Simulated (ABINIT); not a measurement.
# Positron calculation of Os (part 1 of 2)

The run: positron calculation of Os (2 atoms in the cell). Method and program: Kohn-Sham DFT of a periodic cell, PBEsol, JTH PAW PBE v2.0, no spin polarisation (ABINIT 10.8.3).

The structure derives from an entry of the Crystallography Open Database.

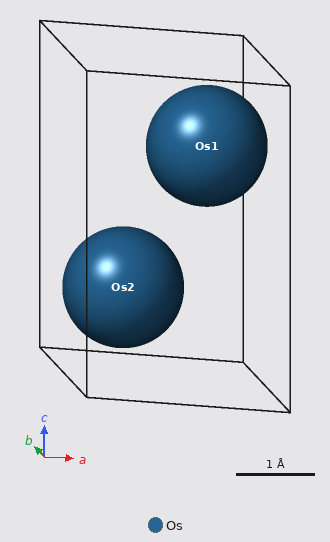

*The structure (spheres-only view of the cell of the calculation, seen slightly off an axis; atoms are numbered from 1 in the order of the input).*

**Input file**
```
ndtset 2

pp_dirpath "./"
pseudos "Os.GGA_PBE-JTH.xml"

acell 5.1667001973 5.1667001974 8.1630499405
rprim
     1.0000000000     0.0000000000     0.0000000000
    -0.5000000000     0.8660254038     0.0000000000
     0.0000000000     0.0000000000     1.0000000000
ntypat 1
znucl 76
natom 2
typat 1 1
xred
            2/3            1/3            3/4
            1/3            2/3            1/4

ecut 11.0
pawecutdg 22.0

ixc -116133

nstep 80

iomode 3
prteig 0
prtebands 0
prtwf 0

kptopt1 1
ngkpt1 8 8 4
nshiftk1 1
shiftk1 0.0 0.0 0.0
nband1 12
occopt1 3
tsmear1 0.2 eV
tolvrs1 1.0e-10
prtden1 1

positron2 1
ixcpositron2 11
getden2 1
kptopt2 0
nkpt2 1
kpt2 0.0 0.0 0.0
nband2 1
occopt2 2
occ2 1.0
posocc2 1.0
toldfe2 1.0e-9
optforces2 0
optstress2 0
prtden2 0
```

Launch command:
```bash
abinit run.abi > log 2>&1
```

**Output**
```
.Version 10.8.3 of ABINIT
 DATASET    1 : space group P6_3/m m c (#194); Bravais hP (primitive hexag.)
================================================================================
 Values of the parameters that define the memory need for DATASET  1.
     intxc =       0    ionmov =       0      iscf =      17    lmnmax =      18
     lnmax =       6     mgfft =      27  mpssoang =       3    mqgrid =    3001
     natom =       2  nloc_mem =       2    nspden =       1   nspinor =       1
    nsppol =       1      nsym =      24    n1xccc =       1    ntypat =       1
    occopt =       3   xclevel =       2
       mpw =         339          nfft =        6912          nkpt =          30
 PAW method is used; the additional fine FFT grid is defined by:
   mgfftf=        36    nfftf =     20736
================================================================================
================================================================================

 DATASET    2 : space group P6_3/m m c (#194); Bravais hP (primitive hexag.)
================================================================================
 Values of the parameters that define the memory need for DATASET  2.
     intxc =       0    ionmov =       0      iscf =      17    lmnmax =      18
     lnmax =       6     mgfft =      27  mpssoang =       3    mqgrid =    3001
     natom =       2  nloc_mem =       2    nspden =       1   nspinor =       1
    nsppol =       1      nsym =      24    n1xccc =       1    ntypat =       1
    occopt =       2   xclevel =       2
       mpw =         157          nfft =        6912          nkpt =           1
 PAW method is used; the additional fine FFT grid is defined by:
   mgfftf=        36    nfftf =     20736
================================================================================
================================================================================

--------------------------------------------------------------------------------
------------- Echo of variables that govern the present computation ------------
--------------------------------------------------------------------------------
 -outvars: echo values of preprocessed input variables --------
            acell      5.1667001973E+00  5.1667001974E+00  8.1630499405E+00 Bohr
              amu      1.90200000E+02
             ecut      1.10000000E+01 Hartree
           getden1          0
           getden2          1
              ixc     -116133
      ixcpositron1          1
      ixcpositron2         11
           jdtset        1    2
           kptopt1          1
           kptopt2          0
         kptrlatt        8    0    0      0    8    0      0    0    4
          kptrlen1     3.26521998E+01
          kptrlen2     3.00000000E+01
            natom           2
            nband1         12
            nband2          1
           ndtset           2
            ngfft          16      16      27
          ngfftdg          24      24      36
             nkpt1         30
             nkpt2          1
            nstep          80
             nsym          24
           ntypat           1
           occopt1          3
           occopt2          2
        optforces1          2
        optforces2          0
        optstress1          1
        optstress2          0
        pawecutdg      2.20000000E+01 Hartree
         positron1          0
         positron2          1
           prtden1          1
           prtden2          0
        prtebands           0
           prteig           0
            prtwf           0
            rprim      1.0000000000E+00  0.0000000000E+00  0.0000000000E+00
                      -5.0000000000E-01  8.6602540380E-01  0.0000000000E+00
                       0.0000000000E+00  0.0000000000E+00  1.0000000000E+00
           shiftk1     0.00000000E+00  0.00000000E+00  0.00000000E+00
           shiftk2     5.00000000E-01  5.00000000E-01  5.00000000E-01
          spgroup         194
           toldfe1     0.00000000E+00 Hartree
           toldfe2     1.00000000E-09 Hartree
           tolvrs1     1.00000000E-10
           tolvrs2     0.00000000E+00
           tsmear1     7.34986444E-03 Hartree
           tsmear2     1.00000000E-02 Hartree
            typat      1  1
           useylm           1
           xangst      1.3670499991E+00  7.8926668498E-01  3.2397749978E+00
                      -1.7639297297E-11  1.5785333700E+00  1.0799249993E+00
            xcart      2.5833500986E+00  1.4914978749E+00  6.1222874554E+00
                      -3.3333440945E-11  2.9829957498E+00  2.0407624851E+00
             xred      6.6666666667E-01  3.3333333333E-01  7.5000000000E-01
                       3.3333333333E-01  6.6666666667E-01  2.5000000000E-01
            znucl       76.00000

================================================================================

 chkinp: Checking input parameters for consistency, jdtset=   1.

 chkinp: Checking input parameters for consistency, jdtset=   2.

================================================================================
== DATASET  1 ==================================================================

--- !DatasetInfo
iteration_state: {dtset: 1, }
dimensions: {natom: 2, nkpt: 30, mband: 12, nsppol: 1, nspinor: 1, nspden: 1, mpw: 339, }
cutoff_energies: {ecut:  11.0, pawecutdg:  22.0, }
electrons: {nelect:   1.60000000E+01, charge:   0.00000000E+00, occopt:   3.00000000E+00, tsmear:   7.34986444E-03, }
meta: {optdriver: 0, ionmov: 0, optcell: 0, iscf: 17, paral_kgb: 0, }
...

 Real(R)+Recip(G) space primitive vectors, cartesian coordinates (Bohr,Bohr^-1):
 R(1)=  5.1667002  0.0000000  0.0000000  G(1)=  0.1935471  0.1117445  0.0000000
 R(2)= -2.5833501  4.4744936  0.0000000  G(2)=  0.0000000  0.2234890  0.0000000
 R(3)=  0.0000000  0.0000000  8.1630499  G(3)=  0.0000000  0.0000000  0.1225032
 Unit cell volume ucvol=  1.8871639E+02 bohr^3
 Angles (23,13,12)=  9.00000000E+01  9.00000000E+01  1.20000000E+02 degrees

 Coarse grid specifications (used for wave-functions):

 getcut: wavevector=  0.0000  0.0000  0.0000  ngfft=  16  16  27
         ecut(hartree)=     11.000   => boxcut(ratio)=   2.07417

 Fine grid specifications (used for densities):

 getcut: wavevector=  0.0000  0.0000  0.0000  ngfft=  24  24  36
         ecut(hartree)=     22.000   => boxcut(ratio)=   2.08869

--- Pseudopotential description ------------------------------------------------
- pspini: atom type   1  psp file is ./Os.GGA_PBE-JTH.xml
 Pseudopotential format is: paw10
 basis_size (lnmax)=  6 (lmn_size= 18), orbitals=   0   0   1   1   2   2
 Spheres core radius: rc_sph= 2.51433382
 Shapefunction is SIN type: shapef(r)=[sin(pi*r/rshp)/(pi*r/rshp)]**2
 Radius for shape functions =  2.20742193
 Compensation charge density is not taken into account in XC energy/potential

   1.04369941E+03                                ecore*ucvol(ha*bohr**3)
--------------------------------------------------------------------------------

================================================================================

--- !BeginCycle
iteration_state: {dtset: 1, }
solver: {iscf: 17, nstep: 80, nline: 4, wfoptalg: 10, }
tolerances: {tolvrs: 1.00E-10, }
...

     iter   Etot(hartree)      deltaE(h)  residm     nres2
 ETOT  1  -31.651003059945    -3.165E+01 1.056E-01 7.044E+00
 ETOT  2  -31.625447817159     2.556E-02 1.430E-03 2.741E-01
 ETOT  3  -31.622475532920     2.972E-03 3.399E-04 9.994E-03
 ETOT  4  -31.622624910743    -1.494E-04 7.117E-05 6.357E-04
 ETOT  5  -31.622647504318    -2.259E-05 1.511E-05 9.256E-06
 ETOT  6  -31.622647460362     4.396E-08 5.910E-06 1.496E-08
 ETOT  7  -31.622647464295    -3.932E-09 1.077E-06 1.675E-09
 ETOT  8  -31.622647464251     4.405E-11 4.119E-07 3.421E-11

 At SCF step    8       nres2   =  3.42E-11 < tolvrs=  1.00E-10 =>converged.

 Cartesian components of stress tensor (hartree/bohr^3)
  sigma(1 1)=  8.54872120E-05  sigma(3 2)=  0.00000000E+00
  sigma(2 2)=  8.54872098E-05  sigma(3 1)=  0.00000000E+00
  sigma(3 3)=  6.11845323E-05  sigma(2 1)=  3.28431873E-13

--- !ResultsGS
iteration_state: {dtset: 1, }
comment   : Summary of ground state results
lattice_vectors:
- [  5.1667002,   0.0000000,   0.0000000, ]
- [ -2.5833501,   4.4744936,   0.0000000, ]
- [  0.0000000,   0.0000000,   8.1630499, ]
lattice_lengths: [   5.16670,    5.16670,    8.16305, ]
lattice_angles: [ 90.000,  90.000, 120.000, ] # degrees, (23, 13, 12)
lattice_volume:   1.8871639E+02
convergence: {deltae:  4.405E-11, res2:  3.421E-11, residm:  4.119E-07, diffor: null, }
etotal    :  -3.16226475E+01
entropy   :   0.00000000E+00
fermie    :   3.55897164E-01
cartesian_stress_tensor: # hartree/bohr^3
- [  8.54872120E-05,   3.28431873E-13,   0.00000000E+00, ]
- [  3.28431873E-13,   8.54872098E-05,   0.00000000E+00, ]
- [  0.00000000E+00,   0.00000000E+00,   6.11845323E-05, ]
pressure_GPa:  -2.2768E+00
xred      :
- [  6.6667E-01,   3.3333E-01,   7.5000E-01, Os]
- [  3.3333E-01,   6.6667E-01,   2.5000E-01, Os]
cartesian_forces: # hartree/bohr
- [ -5.21153758E-29,  -2.70799436E-28,  -0.00000000E+00, ]
- [  5.21153758E-29,   2.70799436E-28,  -0.00000000E+00, ]
force_length_stats: {min:   2.75768648E-28, max:   2.75768648E-28, mean:   2.75768648E-28, }
...

 Integrated electronic density in atomic spheres:
 ------------------------------------------------
 Atom  Sphere_radius  Integrated_density
    1        2.51433          6.62305345
    2        2.51433          6.62305345

================================================================================

 ----iterations are completed or convergence reached----

 Mean square residual over all n,k,spin=   11.971E-10; max=  41.191E-08
 reduced coordinates (array xred) for    2 atoms
       0.666666666667      0.333333333333      0.750000000000
       0.333333333333      0.666666666667      0.250000000000
 rms dE/dt=  6.8208E-28; max dE/dt=  1.0771E-27; dE/dt below (all hartree)
    1       0.000000000000      0.000000000000      0.000000000000
    2       0.000000000000     -0.000000000000      0.000000000000

 cartesian coordinates (angstrom) at end:
    1      1.36704999905335     0.78926668498368     3.23977499778387
    2     -0.00000000001764     1.57853336996736     1.07992499926129

 cartesian forces (hartree/bohr) at end:
    1     -0.00000000000000    -0.00000000000000    -0.00000000000000
    2      0.00000000000000     0.00000000000000    -0.00000000000000
 frms,max,avg= 1.5921510E-28 2.7079944E-28   0.000E+00  0.000E+00  0.000E+00 h/b
```
